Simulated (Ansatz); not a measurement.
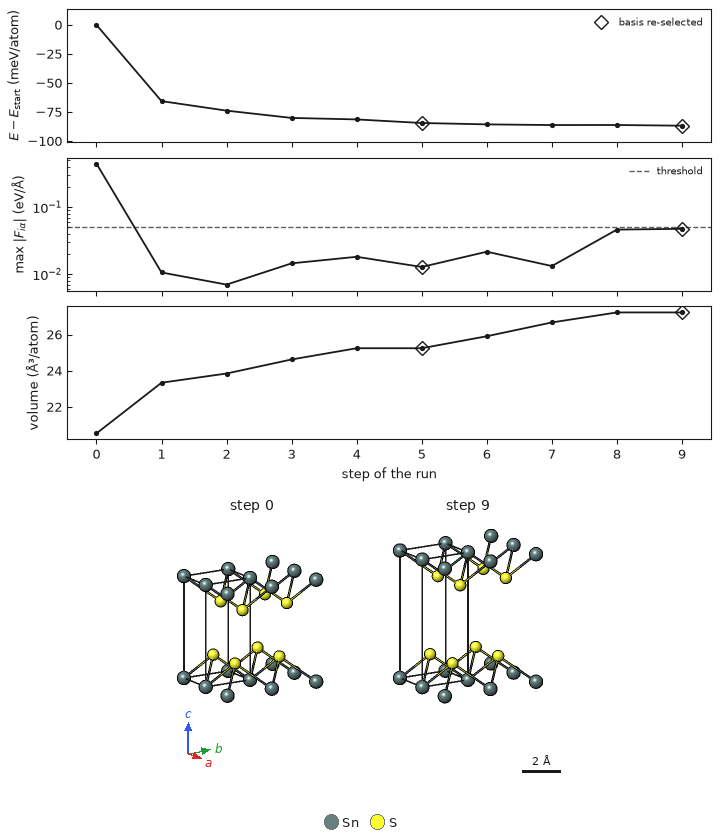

First and last geometry of a relaxation of crystalline SnS₂ (set up in P-3m1) (coarse preliminary run), with the history of the run. The picture is a ball-and-stick view of the cell of the calculation, repeated 2 × 2 × 1 with one cell outlined, seen slightly off an axis.

Level of theory: DFT PBE, scalar-relativistic, plane waves, PAW (Ansatz 0.2.0). Settings: plane-wave cutoff 420 eV; k-point mesh 6 × 6 × 4; occupations gaussian; smearing width 0.1 eV; no spin polarisation; cell and atoms relaxed; force threshold 0.05 eV/Å; at most 80 steps.

### What do the curves and the structures tell?

It converged. After 7 accepted moves (9 points after the start) the energy has fallen by 86.8 meV per atom. Largest force component: 0.45 eV/Å at the start, 0.048 eV/Å at the end. The pressure goes from 9.24 to −0.12 GPa. The SCF was repeated twice at an unchanged geometry on a basis and grid sized afresh for the cell, which shifted the energy by 3.1 meV per atom at most. The largest moves relative to the cell, 0.33 Å, are those of S atoms. Sn stays in place. The drawn cell changes as follows: a = b 3.598 → 3.703 Å (+2.9 %), c 5.494 → 6.878 Å (+25.2 %); the volume changes by +32.6 %. Among the contacts that change: S–Sn 2.533 → 2.601 Å. The space group stays P-3m1 (No. 164).

Limits of the set-up: layers or molecules are held without a dispersion correction, so their spacing is unreliable.
